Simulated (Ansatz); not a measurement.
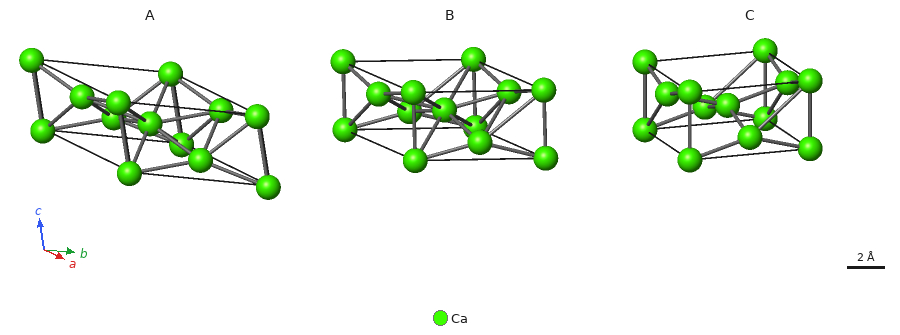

3 geometries from one relaxation of a crystal of Ca (a generated structure, set up in I4_1/amd), in shuffled order. Style: ball-and-stick. Shown: the conventional cell (2 times the calculation's cell), slightly off an axis. Lengths and directions refer to the drawn axes.

Phase: beta-Sn type.

Method: Ansatz, DFT, r2SCAN, plane waves (500 eV) with PAW, scalar-relativistic. (plane-wave cutoff 500 eV; k-point mesh 10 × 10 × 7; occupations fermi dirac; smearing width 0.1 eV; no spin polarisation; cell and atoms relaxed; force threshold 0.01 eV/Å; at most 60 steps)

> Put them in the order of the run, from the start to the converged end.

C, B, A. They are steps 0, 9, 22, at +257 meV per atom, +90.3 meV per atom relative to the last. The energy falls by 257 meV per atom in 19 accepted moves (22 points after the start). The pressure goes from −0.77 to −0.01 GPa. The line search rejected the trial step at point 14 of the run. At 2 points the geometry stayed and the basis and grid were re-selected for the new cell (energy shift of 7.5 meV per atom at most each time). The largest moves relative to the cell, 0.29 Å, are those of Ca atoms. The volume changes by −5.1 %, with a = b 6.949 → 7.576 Å (+9.0 %), c 3.794 → 3.940 Å (+3.8 %), α 90.0° → 105.0°, β 90.0° → 105.0°, γ 90.0° → 53.5°. Among the contacts that change: Ca–Ca 5.268 → 3.936 Å, Ca–Ca 4.491 → 3.956 Å, Ca–Ca 3.602 → 3.958 Å, Ca–Ca 3.794 → 3.940 Å. Bond angles that change, for instance: Ca–Ca–Ca 94.0° → 146.8°, Ca–Ca–Ca 94.0° → 59.7°, Ca–Ca–Ca 94.0° → 109.8°. The space group (tolerance 0.01 Å) goes from I4_1/amd (No. 141) to P6_3/mmc (No. 194).
